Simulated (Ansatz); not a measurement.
# SiC: what the fields show

```yaml
crystal:
  lattice:
    - [-3.09199, 0.00000, -0.01159]
    - [0.00000, -5.35548, 0.00000]
    - [0.01903, 0.00000, 5.07376]
  atoms:
    - { symbol: Si, position: [0.00000, 0.66667, 0.00456] }
    - { symbol: Si, position: [0.50000, 0.16667, 0.00456] }
    - { symbol: Si, position: [0.50000, 0.83333, 0.50456] }
    - { symbol: Si, position: [0.00000, 0.33333, 0.50456] }
    - { symbol: C, position: [0.00000, 0.66667, 0.38044] }
    - { symbol: C, position: [0.50000, 0.16667, 0.38044] }
    - { symbol: C, position: [0.50000, 0.83333, 0.88044] }
    - { symbol: C, position: [0.00000, 0.33333, 0.88044] }
```

Space group Cc; changed on purpose from its base cell (strain +0.0075 x Voigt [0, 0, 0, 0, 1, 0], atoms carried along).

All numbers below come from DFT PBE, scalar-relativistic, plane waves, PAW in Ansatz 0.2.0.

Core electrons are frozen (PAW), and the valence fields are smoothed inside the atomic spheres.

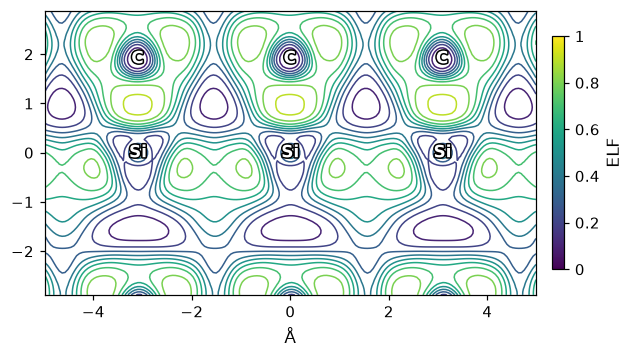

Figure 1. ELF on the (010) plane of the conventional cell.

Question: What do the fields say about this system?

Answer:
- The plane passes through Si and C nuclei.
- Atoms just off the plane (Si, 0.9 Å away and C, 0.9 Å away) can leave unmarked features too.
- Si–C (1.91 Å): the ELF peaks at about 0.95 between the atoms (localised, covalent bonding).

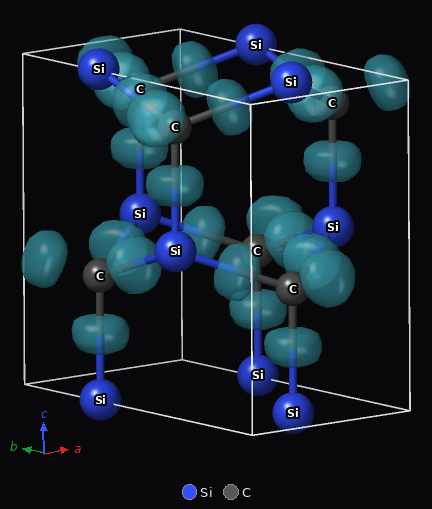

Figure 2. Isosurface of the electron localisation function at 0.85 (cyan), seen at an oblique angle. Core shells and regions of very low density are left out. Sticks mark near contacts.

Question: Identify the bonds, lone pairs and shells in this picture.

Answer: At this value the surface marks out 16 regions between bonded C–Si atoms (shared pairs), counted in one cell of 8 atoms. Any copies at cell faces, edges or corners count once. Along the contacts the grid gives the following. Si–C (1.89 Å): the ELF peaks at about 0.95 between the atoms (a shared electron pair).

Question: Does the calculation give a band gap?

Answer: It is gapped, with a Kohn–Sham gap of 2.3 eV on the k-point mesh, an upper bound to the gap of this method.
